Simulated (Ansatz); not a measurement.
Run report: MoSe, geometry relaxation (part 1 of 3)

System: MoSe (F-43m, 4 atoms in the cell).
Method: DFT PBE+U, scalar-relativistic, plane waves, PAW, Ueff = 4.38 eV on Mo d, spin-polarised (Ansatz 0.2.0).

The structure was built on a prototype by a generator; it need not be a known phase. It belongs to a series of runs on one base structure; here: antiferromagnetic, doubled cell, propagation vector (0, 0, 1/2). Figures and captions count atoms from 1; the log counts them from 0 in places.

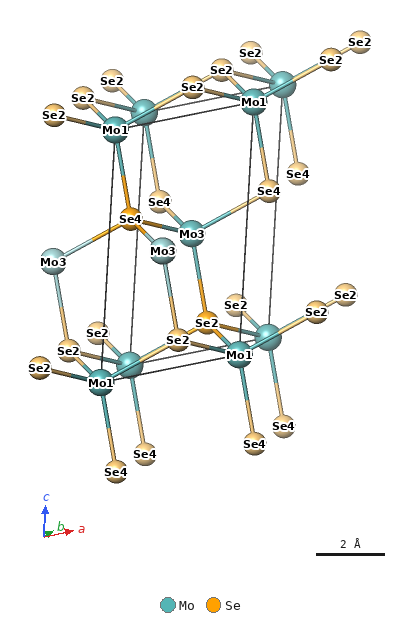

The input geometry (ball-and-stick view of the reduced cell, seen slightly off an axis; neighbours outside the cell are drawn fainter; atoms are numbered from 1 in the order of the input). An atom can appear more than once, as a periodic image. Near neighbours in the periodic cell (some may lie outside the picture): Mo has 4 Se at 2.70 Å; Se has 4 Mo at 2.70 Å.

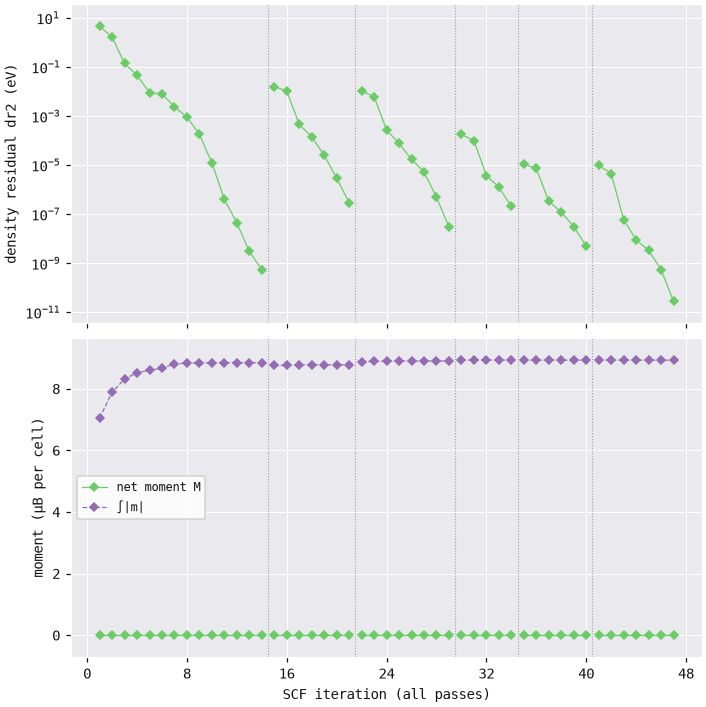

Convergence of the self-consistent field: density residual dr2 and magnetic moment against the SCF iteration. The dotted lines part the SCF passes of the relaxation: geometry steps, rejected trials and re-solves on a re-selected basis. The 6 passes take 5 to 14 iterations each, 47 in all. The net moment stays at 0.0 μB per cell.

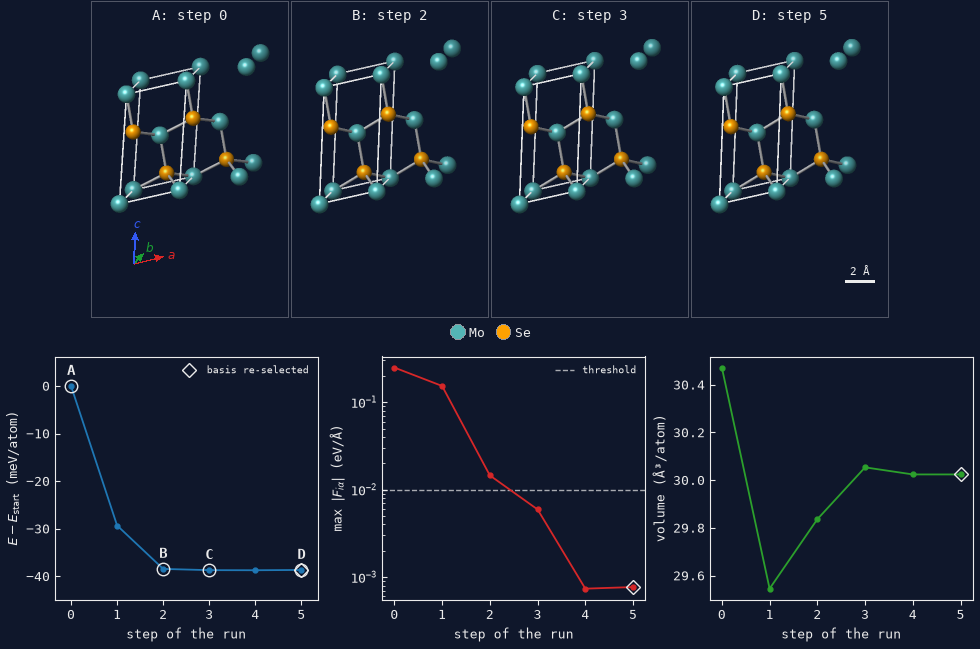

Frames of the relaxation (ball-and-stick view of the reduced cell, repeated 2 × 1 × 1, seen slightly off an axis) above the curves, on which the letters mark them (the first geometry is step 0 here and step 1 in the log).

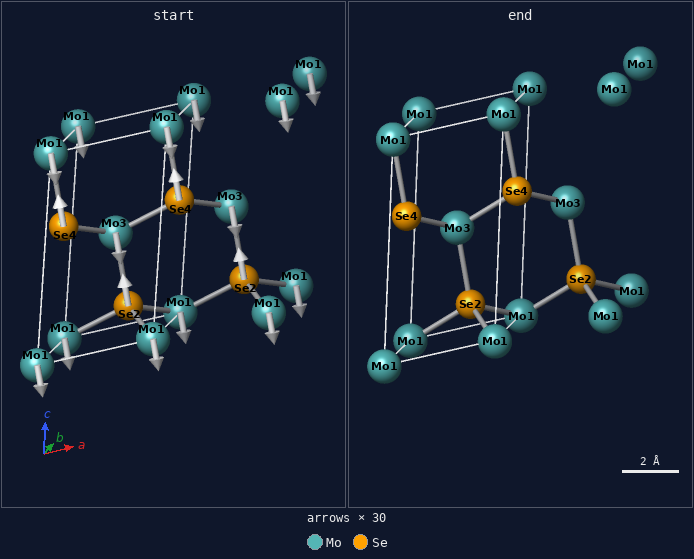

Before (left) and after (right) the relaxation, at one scale (ball-and-stick view of the reduced cell, repeated 2 × 1 × 1, seen slightly off an axis). The white arrows give the displacements (without the part carried along by the change of the cell), magnified 30 times. The largest moves relative to the cell, 0.040 Å, are those of Mo1, Se2, Mo3 and Se4. By element the largest moves are Se 0.040 Å, Mo 0.040 Å. Cell: a = b 4.417 → 4.217 Å (−4.5 %), c 7.651 → 8.170 Å (+6.8 %), α 73.2° → 75.0°, β 73.2° → 75.0°. Volume −1.5 %. Distances before and after: Mo1–Se4 2.705 → 2.844 Å, Mo1–Se2 2.705 → 2.653 Å. Among the angles that change: Mo3–Se4–Mo3 109.5° → 105.2°, Se2–Mo1–Se2 109.5° → 105.2°, Se2–Mo1–Se4 109.5° → 113.4°. The space group (tolerance 0.01 Å) goes from F-43m (No. 216) to R3m (No. 160). Over 4 geometry steps the energy falls by 38.7 meV per atom. The largest force component goes from 0.25 to 0.00077 eV/Å. The pressure goes from −0.84 to 0.01 GPa. A last SCF at the same geometry on a re-selected plane-wave basis shifts the energy by +0.1 meV per atom. (Atoms are counted from 1 in the order of the input.)

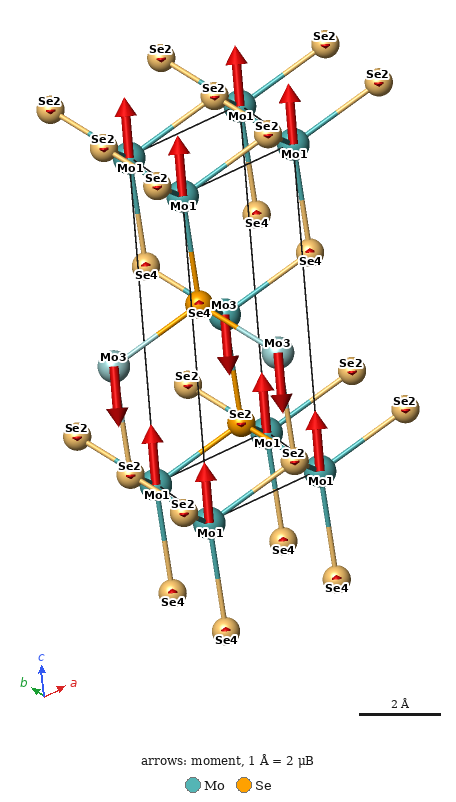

Magnetic moments of the sites as red arrows (ball-and-stick view of the reduced cell, seen slightly off an axis; neighbours outside the cell are drawn fainter; atoms are numbered from 1 in the order of the input); small moments hardly show. The run is collinear, so the axis drawn is arbitrary. Site moments: Mo1 (3.05 μB); Mo3 (−3.05 μB); Se2 (−0.23 μB); Se4 (0.23 μB). They are counted near the atoms and needn't add up to the moment of the cell.

The input that produced these results follows, with the program's output.

The input:
```yaml
crystal:
  lattice:
    - [0.0, 3.1234514948, 3.1234514948]
    - [3.1234514948, 0.0, 3.1234514948]
    - [6.2469029895, 6.2469029895, 0.0]
  atoms:
    - { symbol: Mo, position: [1.0, 0.0, 0.0], spin: 2.0 }
    - { symbol: Se, position: [0.25, 0.25, 0.125] }
    - { symbol: Mo, position: [1.0, 0.0, 0.5], spin: -2.0 }
    - { symbol: Se, position: [0.25, 0.25, 0.625] }
basis:
  ecutwfc: 420
kpoints:
  mp_grid: { grid: [12, 12, 6] }
hamiltonian:
  xc: pbe
  hubbard: { sites: [{ species: Mo, l: d, u_eff: 4.38 }] }
scf:
  occupations: { method: gaussian, width: 0.1 }
output:
  forces: true
  stress: true
  eigenvalues: true
  populations: true
magnetization:
  spin_polarized: true
relax:
  adjacent_minimum: "off"
  f_tol: 0.01
  max_steps: 60
  cell: { stress_tol: 0.05 }
```

Run as:
```bash
ansatz run input.yaml --threads 1 --pin off --max-ram 2560MiB --backend cpu --events-out ev --progress --plain --runs-dir out
```

Output:
```
Mo: projections on atomic orbitals take those of the free atom [Ar 3d10] 4s2 4p6 4d5 5s1, of charge +0.00 (hamiltonian.pseudopotentials.projection_atoms); the dataset's partial waves leave at most 6.0e-6 of an orbital's norm unspanned inside its sphere
Se: projections on atomic orbitals take those of the free atom [Ar] 3d10 4s2 4p4, of charge +0.00 (hamiltonian.pseudopotentials.projection_atoms); the dataset's partial waves leave at most 2.3e-6 of an orbital's norm unspanned inside its sphere
Engine: ansatz 0.2.0, x86_64-unknown-linux-gnu
Pseudopotentials: kind: paw
Pseudopotential: Mo, paw, valence charge 14, recommended cutoff 420 eV (normal), Mo.paw.azcp
Pseudopotential: Se, paw, valence charge 16, recommended cutoff 420 eV (normal), Se.paw.azcp
Functional definition: PBE
  parameter kappa = 0.804
  parameter beta = 0.06672455060314922
  exchange = pbe_x(kappa = kappa, mu = beta*pi^2/3)
  correlation = pbe_c(beta = beta)
Crystal: 4 atoms, lattice volume = 121.889 Å³
Basis set: ecut = 420 eV, 2437 PW (Γ), exchange–correlation on 60×60×120 points (8 copies of the dense FFT grid, shifted against one another)
Bands: 39, of which v1, the nominal top of the filled ones, is band 30 counted from 1 (29 counted from 0)
Symmetry: 6 space group operations
Space group: R3m (ITA 160), of the structure as read, at distance tolerance 5.0e-5 Å
Magnetic group: BNS 160.68 (UNI 1298), of the structure as read, at distance tolerance 5.0e-5 Å
k-points: 98 of 864 (time reversal used)
Non-local potential: Mo, projectors of the file, l = 0: 3, l = 1: 2, l = 2: 2, l = 3: 1
Non-local potential: Se, projectors of the file, l = 0: 2, l = 1: 2, l = 2: 3, l = 3: 1
PAW form: soft (Blöchl's): semilocal exchange-correlation on the pseudo side does not see the compensation charge
PAW one-centre angular grid: Mo, 590 points (default); XC on 64 Gauss nodes
PAW one-centre angular grid: Se, 590 points (default); XC on 64 Gauss nodes
Initial density: superposition of atomic densities (chi_scale 0.1, normalization cell)
Starting moments: Σ|m| = 4 μB on 2 of 4 sites
Starting magnetic order: antiferromagnet; a translation exchanges its spin sublattices: spin-degenerate at every k-point
Initial wavefunctions: pseudopotential atomic-orbital guess
Functional: x = pbe(κ = 0.804, μ = 0.2195149727645171), c = pbe(β = 0.06672455060314922)
SCF iter   1: F=—  HF=-20840.146867 eV  |F-HF|=—  |Δ(HF+E_count)|=         —  Δρ=3.73e-2 (↑3.73e-2 ↓3.73e-2)  dr2=4.50e0  dr2_m=1.02e0  M=0.000 μB ∫|m|=7.050 μB  β_m=1.00  ethr=3.10e-3  ⟨swp⟩=5.7  Hψ=12885  notcnv=0
preconditioner: auto → Kerker (q_TF=auto, 2.424 Å⁻¹)  [metal: Δε(μ)=0.010 eV  Ē_g=7.534 eV  σ=0.100 eV  W_gap=0.06  n_scr=28 (ndim 8)  ℏωp=16.5 eV  f_vac=0.057  D(μ)=4.20/eV (n_scr^D=28)]
spin=Collinear: Kerker preconditioning applied to the charge; magnetization (m = ρ↑ − ρ↓) channel mixes plain (no charge-response kernel on spin).
SCF iter   2: F=—  HF=-20841.229605 eV  |F-HF|=—  |Δ(HF+E_count)|=    1.08e0  Δρ=1.59e-2 (↑1.59e-2 ↓1.59e-2)  dr2=1.65e0  dr2_m=7.61e-2  M=0.000 μB ∫|m|=7.884 μB  β_m=1.00  ethr=3.10e-3  ⟨swp⟩=2.0  Hψ=5694  notcnv=0  defer=149
SCF iter   3: F=—  HF=-20841.494851 eV  |F-HF|=—  |Δ(HF+E_count)|=   2.65e-1  Δρ=7.88e-3 (↑7.88e-3 ↓7.88e-3)  dr2=1.37e-1  dr2_m=3.57e-2  M=0.000 μB ∫|m|=8.322 μB  β_m=1.00  ethr=2.76e-3  ⟨swp⟩=2.1  Hψ=5731  notcnv=0  defer=148
SCF iter   4: F=—  HF=-20841.833190 eV  |F-HF|=—  |Δ(HF+E_count)|=   3.38e-1  Δρ=3.41e-3 (↑3.41e-3 ↓3.41e-3)  dr2=4.49e-2  dr2_m=4.77e-3  M=0.000 μB ∫|m|=8.517 μB  β_m=1.00  ethr=2.28e-4  ⟨swp⟩=3.0  Hψ=7196  notcnv=0  defer=146
SCF iter   5: F=—  HF=-20842.027280 eV  |F-HF|=—  |Δ(HF+E_count)|=   1.94e-1  Δρ=1.42e-3 (↑1.42e-3 ↓1.42e-3)  dr2=8.95e-3  dr2_m=8.10e-4  M=0.000 μB ∫|m|=8.607 μB  β_m=0.30  ethr=7.49e-5  ⟨swp⟩=2.0  Hψ=6473  notcnv=0  defer=140
Mixer restart at iter 5: flushing history
spin-set hold released at iteration 5 (site moments contracting): the magnetisation degrees of freedom join the quasi-Newton model from the next iteration; the mixer history was flushed
SCF iter   6: F=—  HF=-20842.135124 eV  |F-HF|=—  |Δ(HF+E_count)|=   1.08e-1  Δρ=1.45e-3 (↑1.45e-3 ↓1.45e-3)  dr2=7.80e-3  dr2_m=1.30e-3  M=0.000 μB ∫|m|=8.661 μB  β_m=0.65  ethr=1.49e-5  ⟨swp⟩=2.1  Hψ=5229  notcnv=0  defer=140
SCF iter   7: F=—  HF=-20842.262742 eV  |F-HF|=—  |Δ(HF+E_count)|=   1.28e-1  Δρ=7.45e-4 (↑7.45e-4 ↓7.45e-4)  dr2=2.39e-3  dr2_m=3.71e-4  M=0.000 μB ∫|m|=8.812 μB  β_m=0.68  ethr=1.30e-5  ⟨swp⟩=2.0  Hψ=7353  notcnv=0  defer=138
SCF iter   8: F=—  HF=-20842.263507 eV  |F-HF|=—  |Δ(HF+E_count)|=   7.65e-4  Δρ=3.68e-4 (↑3.68e-4 ↓3.68e-4)  dr2=8.99e-4  dr2_m=6.11e-5  M=0.000 μB ∫|m|=8.829 μB  β_m=0.84  ethr=3.99e-6  ⟨swp⟩=2.2  Hψ=6755  notcnv=0  defer=133
SCF iter   9: F=—  HF=-20842.264081 eV  |F-HF|=—  |Δ(HF+E_count)|=   5.74e-4  Δρ=1.31e-4 (↑1.31e-4 ↓1.31e-4)  dr2=1.77e-4  dr2_m=1.29e-6  M=0.000 μB ∫|m|=8.841 μB  β_m=0.92  ethr=1.50e-6  ⟨swp⟩=3.0  Hψ=6514  notcnv=0  defer=133
SCF iter  10: F=—  HF=-20842.264249 eV  |F-HF|=—  |Δ(HF+E_count)|=   1.68e-4  Δρ=5.31e-5 (↑5.31e-5 ↓5.31e-5)  dr2=1.21e-5  dr2_m=1.33e-6  M=0.000 μB ∫|m|=8.845 μB  β_m=0.96  ethr=2.95e-7  ⟨swp⟩=2.0  Hψ=4865  notcnv=0  defer=133
SCF iter  11: F=—  HF=-20842.264275 eV  |F-HF|=—  |Δ(HF+E_count)|=   2.63e-5  Δρ=1.14e-5 (↑1.14e-5 ↓1.14e-5)  dr2=3.98e-7  dr2_m=5.48e-8  M=0.000 μB ∫|m|=8.844 μB  β_m=0.98  ethr=2.02e-8  ⟨swp⟩=2.0  Hψ=4938  notcnv=0  defer=133
iter 12 did not close the SCF: its close was put off until two iterations running show no level that it waits for move by more than its bar (scf_convergence_deferred on its scf_iter line)
SCF iter  12: F=-20842.264276 eV  HF=-20842.264276 eV  |F-HF|=3.69e-8  |Δ(HF+E_count)|=   9.66e-7  Δρ=3.22e-6 (↑3.22e-6 ↓3.22e-6)  dr2=4.36e-8  dr2_m=3.24e-9  M=0.000 μB ∫|m|=8.844 μB  β_m=0.99  ethr=1.67e-10  ⟨swp⟩=8.4  Hψ=14772  notcnv=0
iter 13 did not close the SCF: its close was put off until two iterations running show no level that it waits for move by more than its bar (scf_convergence_deferred on its scf_iter line)
SCF iter  13: F=-20842.264276 eV  HF=-20842.264276 eV  |F-HF|=3.22e-9  |Δ(HF+E_count)|=   5.40e-8  Δρ=8.13e-7 (↑8.13e-7 ↓8.13e-7)  dr2=2.97e-9  dr2_m=1.49e-10  M=0.000 μB ∫|m|=8.844 μB  β_m=1.00  ethr=7.26e-11  ⟨swp⟩=2.2  Hψ=11756  notcnv=0
SCF iter  14: F=-20842.264276 eV  HF=-20842.264276 eV  |F-HF|=5.82e-10  |Δ(HF+E_count)|=   3.50e-9  Δρ=2.44e-7 (↑2.44e-7 ↓2.44e-7)  dr2=5.42e-10  dr2_m=7.90e-12  M=0.000 μB ∫|m|=8.844 μB  ethr=4.95e-12  ⟨swp⟩=1.5  Hψ=9509  notcnv=0
SCF 1 converged in 14 iterations: F = -20842.264276 eV  dr2 = 5.42e-10
  greatest PAW one-centre occupation: 1.000 electrons in one spin orbital (limit 2), on the Se atom at site 3 (counted from 0), in its partial waves of l = 2
relax step   1: F+E_penalty+E_count = -20842.26427640 eV  Δ(F+E_penalty+E_count) = +0.000e0 eV  max|allowed force component| = 2.490e-1 eV/Å  Δτ_max = 0.0000 Å  P = -0.836 GPa  Ω = 121.889 Å³  (14 SCF iters, dr2 threshold 1.00e-7 eV, accepted)
Crystal: 4 atoms, lattice volume = 118.181 Å³
Basis set: ecut = 420 eV, 2305 PW (Γ), exchange–correlation on 60×60×120 points (8 copies of the dense FFT grid, shifted against one another)
Initial density: handed on by an earlier stage of this run
Starting moments: Σ|m| = 4 μB on 2 of 4 sites; this step starts from the density that it was given
Initial wavefunctions: those handed on with the density
iter 1 solved again at ethr=2.61e-5 eV; its pass at ethr=3.10e-3 eV (dr2=1.56e-2 eV) is discarded
SCF iter   1: F=—  HF=-20842.366786 eV  |F-HF|=—  |Δ(HF+E_count)|=         —  Δρ=2.76e-3 (↑2.76e-3 ↓2.76e-3)  dr2=1.58e-2  dr2_m=5.41e-3  M=0.000 μB ∫|m|=8.756 μB  β_m=0.30  ethr=2.61e-5  ⟨swp⟩=2.3  Hψ=23419  notcnv=0
preconditioner: auto → Kerker (q_TF=auto, 2.437 Å⁻¹)  [metal: Δε(μ)=0.008 eV  Ē_g=8.519 eV  σ=0.100 eV  W_gap=0.04  n_scr=28 (ndim 8)  ℏωp=16.7 eV  f_vac=0.096  D(μ)=2.51/eV (n_scr^D=16)]
spin=Collinear: Kerker preconditioning applied to the charge; magnetization (m = ρ↑ − ρ↓) channel mixes plain (no charge-response kernel on spin).
SCF iter   2: F=—  HF=-20842.373655 eV  |F-HF|=—  |Δ(HF+E_count)|=   6.87e-3  Δρ=2.07e-3 (↑2.07e-3 ↓2.07e-3)  dr2=1.03e-2  dr2_m=2.92e-3  M=0.000 μB ∫|m|=8.760 μB  β_m=0.65  ethr=2.61e-5  ⟨swp⟩=1.0  Hψ=3822  notcnv=0
SCF iter   3: F=—  HF=-20842.381454 eV  |F-HF|=—  |Δ(HF+E_count)|=   7.80e-3  Δρ=2.55e-4 (↑2.55e-4 ↓2.55e-4)  dr2=4.52e-4  dr2_m=1.56e-5  M=0.000 μB ∫|m|=8.774 μB  β_m=0.70  ethr=1.72e-5  ⟨swp⟩=2.0  Hψ=5939  notcnv=0
SCF iter   4: F=—  HF=-20842.381501 eV  |F-HF|=—  |Δ(HF+E_count)|=   4.73e-5  Δρ=1.39e-4 (↑1.39e-4 ↓1.39e-4)  dr2=1.39e-4  dr2_m=5.19e-6  M=0.000 μB ∫|m|=8.776 μB  β_m=0.79  ethr=7.54e-7  ⟨swp⟩=2.0  Hψ=6532  notcnv=0
SCF iter   5: F=—  HF=-20842.381556 eV  |F-HF|=—  |Δ(HF+E_count)|=   5.47e-5  Δρ=5.15e-5 (↑5.15e-5 ↓5.15e-5)  dr2=2.52e-5  dr2_m=2.95e-7  M=0.000 μB ∫|m|=8.776 μB  β_m=0.90  ethr=2.31e-7  ⟨swp⟩=2.1  Hψ=6422  notcnv=0
SCF iter   6: F=—  HF=-20842.381573 eV  |F-HF|=—  |Δ(HF+E_count)|=   1.76e-5  Δρ=2.03e-5 (↑2.03e-5 ↓2.03e-5)  dr2=2.90e-6  dr2_m=6.52e-8  M=0.000 μB ∫|m|=8.776 μB  β_m=0.95  ethr=4.20e-8  ⟨swp⟩=2.0  Hψ=5433  notcnv=0
SCF iter   7: F=-20842.381578 eV  HF=-20842.381578 eV  |F-HF|=4.25e-7  |Δ(HF+E_count)|=   4.47e-6  Δρ=6.46e-6 (↑6.46e-6 ↓6.46e-6)  dr2=2.87e-7  dr2_m=3.74e-9  M=0.000 μB ∫|m|=8.776 μB  ethr=6.67e-10  ⟨swp⟩=4.4  Hψ=18190  notcnv=0
SCF 2 converged in 7 iterations: F = -20842.381578 eV  dr2 = 2.87e-7
relax step   2: F+E_penalty+E_count = -20842.38157811 eV  Δ(F+E_penalty+E_count) = -1.173e-1 eV  max|allowed force component| = 1.534e-1 eV/Å  Δτ_max = 0.0118 Å  P = +1.060 GPa  Ω = 118.181 Å³  energy of the carried Pulay correction = +4.099e-4 eV  (7 SCF iters, dr2 threshold 4.00e-7 eV, accepted)
Crystal: 4 atoms, lattice volume = 119.346 Å³
iter 1 solved again at ethr=1.69e-5 eV; its pass at ethr=3.10e-3 eV (dr2=1.01e-2 eV) is discarded
```
